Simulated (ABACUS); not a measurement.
TaN: single-point calculation at one volume of an equation of state (part 2 of 2)

TaN (P-6m2, 2 atoms in the cell); Kohn-Sham DFT of a periodic cell, PBE, PseudoDojo NC SR 0.4.1 PBE standard, no spin polarisation (ABACUS 3.10.1); cutoff 1360.57 eV, 10×10×9 k-mesh, fermi-dirac of 0.05 eV. The structure derives from an entry of the Crystallography Open Database. It belongs to a series of runs on one base structure; here: volume scaled by 0.94.

Geometry of the input (Å; fractional positions):
```
2.8780  0.0000  0.0000
-1.4390  2.4924  0.0000
0.0000  0.0000  2.8241
Ta 0.0000  0.0000  0.5000
N  0.6667  0.3333  0.0000
```

### What the program printed, continued
```
----------------------------------------------------------

 LCAO ALGORITHM --------------- ION=   1  ELEC=   3--------------------------------

 Density error is 0.0128458823776
----------------------------------------------------------
     Energy           Rydberg                 eV
----------------------------------------------------------
 E_KohnSham     -151.1094254369      -2055.9492074486
 E_Harris       -151.1792209685      -2056.8988243732
 E_Fermi        1.5886254329         21.6143578749
----------------------------------------------------------

 LCAO ALGORITHM --------------- ION=   1  ELEC=   4--------------------------------

 Density error is 0.00493370768614
----------------------------------------------------------
     Energy           Rydberg                 eV
----------------------------------------------------------
 E_KohnSham     -151.1093713705      -2055.9484718372
 E_Harris       -151.0545875291      -2055.2030994355
 E_Fermi        1.5830135936         21.5380048844
----------------------------------------------------------

 LCAO ALGORITHM --------------- ION=   1  ELEC=   5--------------------------------

 Density error is 0.000519544027325
----------------------------------------------------------
     Energy           Rydberg                 eV
----------------------------------------------------------
 E_KohnSham     -151.1095100665      -2055.9503588933
 E_Harris       -151.1002816341      -2055.8247996289
 E_Fermi        1.5858435256         21.5765080844
----------------------------------------------------------

 LCAO ALGORITHM --------------- ION=   1  ELEC=   6--------------------------------

 Density error is 6.35533222064e-05
----------------------------------------------------------
     Energy           Rydberg                 eV
----------------------------------------------------------
 E_KohnSham     -151.1095109850      -2055.9503713893
 E_Harris       -151.1087083489      -2055.9394509659
 E_Fermi        1.5862592185         21.5821638765
----------------------------------------------------------

 LCAO ALGORITHM --------------- ION=   1  ELEC=   7--------------------------------

 Density error is 5.80701178073e-06
----------------------------------------------------------
     Energy           Rydberg                 eV
----------------------------------------------------------
 E_KohnSham     -151.1095109966      -2055.9503715474
 E_Harris       -151.1095679995      -2055.9511471111
 E_Fermi        1.5863076771         21.5828231904
----------------------------------------------------------

 LCAO ALGORITHM --------------- ION=   1  ELEC=   8--------------------------------

 Density error is 1.15104846281e-06
----------------------------------------------------------
     Energy           Rydberg                 eV
----------------------------------------------------------
 E_KohnSham     -151.1095109971      -2055.9503715540
 E_Harris       -151.1094989993      -2055.9502083156
 E_Fermi        1.5863035054         21.5827664312
----------------------------------------------------------

 LCAO ALGORITHM --------------- ION=   1  ELEC=   9--------------------------------

 Density error is 1.23841359767e-07
----------------------------------------------------------
     Energy           Rydberg                 eV
----------------------------------------------------------
 E_KohnSham     -151.1095109969      -2055.9503715517
 E_Harris       -151.1095124957      -2055.9503919436
 E_Fermi        1.5863043520         21.5827779496
----------------------------------------------------------

 LCAO ALGORITHM --------------- ION=   1  ELEC=  10--------------------------------

 Density error is 8.38545406137e-09
----------------------------------------------------------
     Energy           Rydberg                 eV
----------------------------------------------------------
 E_KohnSham     -151.1095109969      -2055.9503715519
 E_KS(sigma->0) -151.1095014533      -2055.9502417040
 E_Harris       -151.1095108911      -2055.9503701115
 E_band         -2.2898674937        -31.1552455790
 E_one_elec     -4.2858364781        -58.3117967989
 E_Hartree      14.7663920757        200.9070711310
 E_xc           -35.9875822804       -489.6361762573
 E_Ewald        -125.6024652268      -1708.9092099309
 E_entropy(-TS) -0.0000190873        -0.0002596957
 E_descf        0.0000000000         0.0000000000
 E_exx          0.0000000000         0.0000000000
 E_Fermi        1.5863042588         21.5827766813
----------------------------------------------------------

 charge density convergence is achieved
 final etot is -2055.9503716 eV
 EFERMI = 21.582776681 eV

 STATE ENERGY(eV) AND OCCUPATIONS    NSPIN == 1
 1/70 kpoint (Cartesian) = 0.0000 0.0000 0.0000 (583 pws)
       1       -46.8592     0.00222222
       2       -13.1692     0.00222222
       3       -12.8704     0.00222222
       4       -12.8704     0.00222222
       5        3.28175     0.00222222
       6        16.6600     0.00222222
       7        16.6600     0.00222222
       8        17.0115     0.00222222
       9        18.4919     0.00222222
      10        24.1861    5.42800e-26
      11        25.3689    2.88982e-36
      12        25.3689    2.88982e-36
      13        25.8838    9.73051e-41

 2/70 kpoint (Cartesian) = -0.034746 0.020061 0.0000 (574 pws)
       1       -46.8497      0.0133333
       2       -13.1522      0.0133333
       3       -13.0041      0.0133333
       4       -12.8985      0.0133333
       5        3.50942      0.0133333
       6        16.0526      0.0133333
       7        16.8310      0.0133333
       8        17.3220      0.0133333
       9        18.1686      0.0133333
      10        24.8802    3.04800e-31
      11        24.9876    3.55356e-32
      12        25.4058    8.28705e-36
      13        25.7679    5.93641e-39

 3/70 kpoint (Cartesian) = -0.069492 0.040121 0.0000 (582 pws)
       1       -46.8246      0.0133333
       2       -13.3411      0.0133333
       3       -13.1073      0.0133333
       4       -12.9713      0.0133333
       5        4.10974      0.0133333
       6        14.9019      0.0133333
       7        17.2612      0.0133333
       8        17.4474      0.0133333
       9        17.9469      0.0133333
      10        24.0452    5.45489e-24
      11        25.4774    1.97854e-36
      12        25.6077    1.46286e-37
      13        26.6149    2.60929e-46

 4/70 kpoint (Cartesian) = -0.10424 0.060182 0.0000 (587 pws)
       1       -46.7934      0.0133333
       2       -13.7346      0.0133333
       3       -13.0597      0.0133333
       4       -13.0512      0.0133333
       5        4.87277      0.0133333
       6        13.8344      0.0133333
       7        16.7030      0.0133333
       8        17.7439      0.0133333
       9        18.2771      0.0133333
      10        23.9795    2.02712e-23
      11        25.1426    1.60161e-33
      12        26.1273    4.48108e-42
      13        27.0257    7.05009e-50

 5/70 kpoint (Cartesian) = -0.13898 0.080243 0.0000 (589 pws)
       1       -46.7681      0.0133333
       2       -14.0369      0.0133333
       3       -13.1300      0.0133333
       4       -13.0054      0.0133333
       5        5.52341      0.0133333
       6        13.1213      0.0133333
       7        16.1778      0.0133333
       8        17.9992      0.0133333
       9        18.0788      0.0133333
      10        24.8886    2.57700e-31
      11        25.0968    4.00726e-33
      12        26.8760    1.40803e-48
      13        27.0823    2.27240e-50

 6/70 kpoint (Cartesian) = 0.17373 0.30091 0.0000 (572 pws)
       1       -46.7583     0.00666667
       2       -14.1490     0.00666667
       3       -13.1566     0.00666667
       4       -12.9877     0.00666667
       5        5.78420     0.00666667
       6        12.8715     0.00666667
       7        15.9910     0.00666667
       8        17.7812     0.00666667
       9        18.1909     0.00666667
      10        24.7950    8.36841e-31
      11        25.8943    2.37022e-40
      12        27.0672    1.53830e-50
      13        27.2799    2.18354e-52

[... levels at 64 further k points ...]

 correction force for each atom along direction 1 is 0.184784
 correction force for each atom along direction 2 is -0.0913516
 correction force for each atom along direction 3 is 0.00828898
------------------------------------------------------------------------------------------
 TOTAL-FORCE (eV/Angstrom)
------------------------------------------------------------------------------------------
                       Ta1         0.0000000000         0.0000000000         0.0000000000
                        N1         0.0000000000         0.0000000000         0.0000000000
------------------------------------------------------------------------------------------

----------------------------------------------------------------
 TOTAL-STRESS (KBAR)
----------------------------------------------------------------
       289.7484284668         0.0000000000        -0.0000000000
         0.0000000000       289.7484284643        -0.0000000000
         0.0000000000         0.0000000000       335.2232296823
----------------------------------------------------------------
 TOTAL-PRESSURE: 304.906696 KBAR

 --------------------------------------------
 !FINAL_ETOT_IS -2055.9503715518899298 eV
 --------------------------------------------
```

### File mulliken.txt
```
 0
CALCULATE THE MULLIkEN ANALYSIS FOR EACH ATOM
 Total charge:	18
Decomposed Mulliken populations
0                             Zeta of Ta              Spin 1
s                                      0              2.0127
s                                      1              0.6757
s                                      2             -0.0406
s                                      3             -0.0053
SUM OVER M+Zeta                                       2.6425

pz                                     0              1.9496
px                                     0              1.9638
py                                     0              1.9521
SUM OVER M                                            5.8655
pz                                     1              0.1882
px                                     1              0.2897
py                                     1              0.2119
SUM OVER M                                            0.6899
pz                                     2             -0.0122
px                                     2             -0.0105
py                                     2             -0.0149
SUM OVER M                                           -0.0376
SUM OVER M+Zeta                                       6.5178

dz^2                                   0              0.6249
dxz                                    0              0.4273
dyz                                    0              0.3850
dx^2-y^2                               0              0.4385
dxy                                    0              0.7598
SUM OVER M                                            2.6355
dz^2                                   1             -0.0987
dxz                                    1             -0.0625
dyz                                    1             -0.0440
dx^2-y^2                               1             -0.0527
dxy                                    1             -0.0823
SUM OVER M                                           -0.3402
dz^2                                   2              0.0001
dxz                                    2             -0.0061
dyz                                    2             -0.0017
dx^2-y^2                               2             -0.0027
dxy                                    2             -0.0062
SUM OVER M                                           -0.0166
SUM OVER M+Zeta                                       2.2787

fz^3                                   0              0.0424
fxz^2                                  0              0.0522
fyz^2                                  0              0.0570
fzx^2-zy^2                             0              0.0514
fxyz                                   0              0.0779
fx^3-3*xy^2                            0              0.0343
f3yx^2-y^3                             0              0.0476
SUM OVER M                                            0.3628
SUM OVER M+Zeta                                       0.3628

SUM OVER M+Zeta+L                                    11.8018

Total Charge on atom:                 Ta             11.8018


1                              Zeta of N              Spin 1
s                                      0              1.9077
s                                      1              0.0132
s                                      2             -0.0129
SUM OVER M+Zeta                                       1.9081

pz                                     0              1.2903
px                                     0              1.3305
py                                     0              1.3485
SUM OVER M                                            3.9693
pz                                     1              0.0078
px                                     1              0.0047
py                                     1              0.0015
SUM OVER M                                            0.0141
pz                                     2              0.0128
px                                     2              0.0034
py                                     2              0.0092
SUM OVER M                                            0.0254
SUM OVER M+Zeta                                       4.0088

dz^2                                   0              0.0490
dxz                                    0              0.0482
dyz                                    0              0.0317
dx^2-y^2                               0              0.0258
dxy                                    0              0.0465
SUM OVER M                                            0.2011
dz^2                                   1              0.0206
dxz                                    1             -0.0042
dyz                                    1             -0.0049
dx^2-y^2                               1              0.0010
dxy                                    1              0.0043
SUM OVER M                                            0.0168
SUM OVER M+Zeta                                       0.2180

fz^3                                   0              0.0106
fxz^2                                  0              0.0069
fyz^2                                  0              0.0120
fzx^2-zy^2                             0              0.0089
fxyz                                   0              0.0127
fx^3-3*xy^2                            0              0.0036
f3yx^2-y^3                             0              0.0086
SUM OVER M                                            0.0633
SUM OVER M+Zeta                                       0.0633

SUM OVER M+Zeta+L                                     6.1982

Total Charge on atom:                  N              6.1982
```

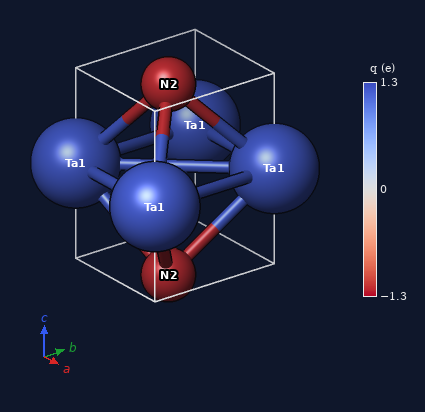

Fig. 1: Mulliken charges, as the colour of each atom (ball-and-stick view of the cell of the calculation, seen slightly off an axis; atoms are numbered from 1 in the order of the input). By element: Ta +1.20 and N −1.20 e.

### Key numbers

| quantity | value |
| --- | --- |
| outcome | converged |
| space group (tolerance 0.01 Å) | P-6m2 (187) |
| electrons treated | 18 |
| free energy | −2055.9504 eV |
| Fermi energy | 21.583 eV |
| gap on the k-point mesh | none (metallic) |
| pressure | 30.49 GPa |
| largest force (length of the vector) | under 0.001 eV/Å |
| wall time | 15 s (CPU time 61 s) |
| peak memory | 0.52 GiB |

Points of doubt noted for this run: home made orbitals. Spin–orbit coupling is left out, which matters for Ta. The cell is under a pressure of 30 GPa at this level, so it is not at its equilibrium volume.
